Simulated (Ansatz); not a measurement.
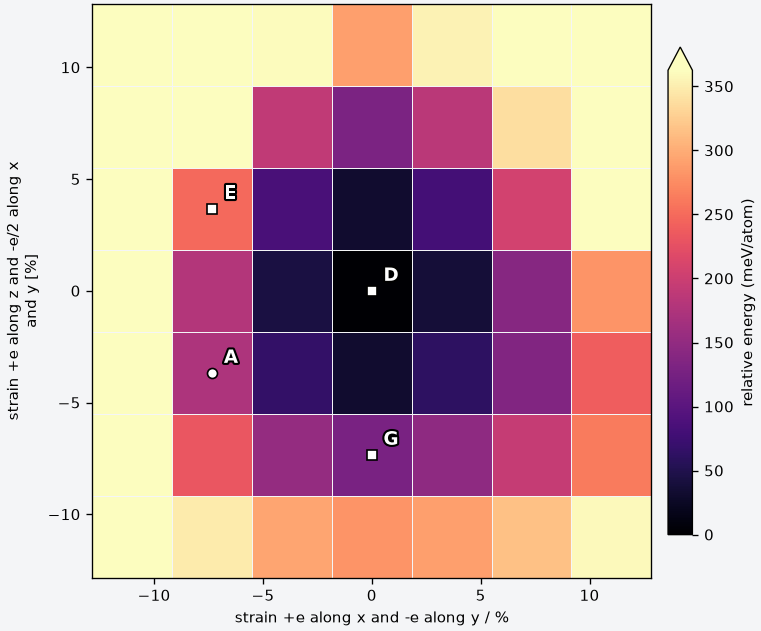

Rh (P6_3/mmc, No. 194; 4 atoms in the cell). The energy is mapped over two homogeneous strains (x along [1 0 0], y along [1 2 0], z along [0 0 1] of the conventional cell). The first coordinate is: strain +e along x and -e along y; the second: strain +e along z and -e/2 along x and y. Nothing is relaxed (fractional coordinates fixed). The grid has 7 × 7 points. Points are written as (first, second). Energies are in meV/atom, from the lowest grid point. Level of theory: Ansatz, DFT LDA, scalar-relativistic, plane waves, PAW. Settings: cutoff 420 eV, k-mesh 18×18×6 in the order of the run's cell vectors, gaussian smearing 0.15 eV, no spin polarisation.

In the figure: one coloured cell a grid point, one colour for all values above the top of the scale, lettered points.

Rank the lettered points by energy, lowest first.

Answer. D (0 meV/atom), G (128 meV/atom), A (174 meV/atom), E (249 meV/atom).

What kind of point is each of A, D, E, G: minimum, saddle, maximum or slope?

Answer. A: on a slope; D: minimum; E: on a slope; G: on a slope. (In these two coordinates alone; a stationary point may lie a little off the grid point.)

PAW datasets: the set soft_1.
